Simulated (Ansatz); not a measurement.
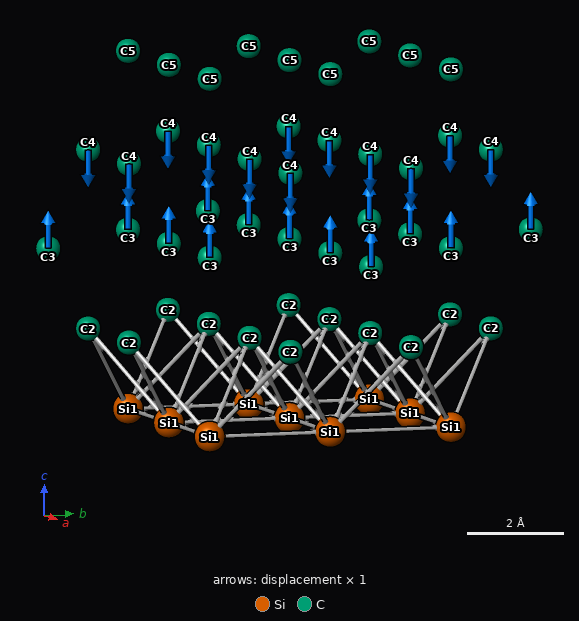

This is a relaxation of crystalline SiC4 (a generated structure, set up in I4/mmm) (coarse preliminary run). The starting structure is drawn; blue arrows show the displacements (the part carried along by the change of the cell is left out), at their true length.

Style: ball-and-stick. Shown: the atoms within 5.8 Å of the atom that moves most (axes of the conventional cell (2 times the calculation's cell)), slightly off an axis. Lengths and directions refer to the drawn axes.

Theory: DFT PBE, scalar-relativistic, plane waves, PAW in Ansatz 0.2.0. Set-up: plane-wave cutoff 420 eV; k-point mesh 8 × 8 × 8; occupations gaussian; smearing width 0.1 eV; no spin polarisation; cell and atoms relaxed; force threshold 0.04 eV/Å; at most 70 steps.

### Which element moves most?

Carbon: up to 0.84 Å, against 0.00 Å for silicon.

### What did the optimiser do to the structure, and how much energy did it gain?

The largest moves relative to the cell, 0.84 Å, are those of C3 and C4. C3 goes along +c. Si stays in place. The drawn cell changes as follows: a = b 2.659 → 2.511 Å (−5.6 %), c 18.801 → 11.530 Å (−38.7 %); the volume changes by −45.3 %. Among the contacts that change: C2–C4 3.760 → 1.437 Å, C3–C4 2.659 → 1.854 Å, Si1–C2 2.659 → 2.131 Å, C2–C2 2.659 → 2.511 Å. New bonds form: C2–C4 (3.76 → 1.44 Å), C3–C4 (2.66 → 1.85 Å), C3–C5 (3.76 → 1.44 Å). The space group stays I4/mmm (No. 139). The energy falls by 12.486 eV per cell of the calculation in 16 accepted moves (19 points after the start). Largest force component: 0.19 eV/Å at the start, 0.0036 eV/Å at the end. The pressure goes from −25.47 to 0.04 GPa. The line search rejected the trial step at point 12 of the run. At 2 points the geometry stayed and the basis and grid were re-selected for the new cell (energy shift of 10.8 meV per cell of the calculation at most each time).
